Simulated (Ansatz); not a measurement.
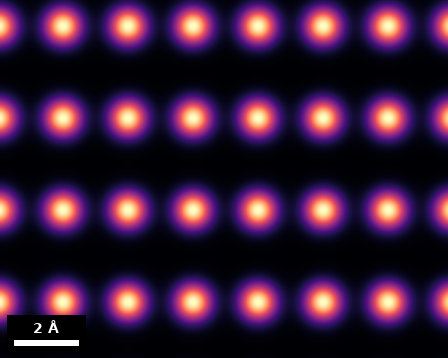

Z-contrast image of Pm. Simulated incoherent Z contrast: every atom adds Z^1.8 spread by a probe of 0.93 Å full width; channelling and multiple scattering are left out. The probe carries 25 % of its weight in a tail 2.5 times as wide.

**Measure the repeat of the pattern.**

The pattern repeats on a rectangular net of 2.0 × 2.9 Å.

**Which plane group does this projection have?**

p2mm: mirror lines in two perpendicular directions, with twofold points where they cross.

**How many columns does the smallest repeating cell hold, and how many levels of brightness?**

1 column in the primitive cell of 5.8 Å², all of one brightness.

The crystal is Pm (Im-3m, No. 229) seen along [110]. Structure: the geometry given to an electronic-structure calculation, possibly off equilibrium; the starting structure was generated, so it need not be a known form of this composition.
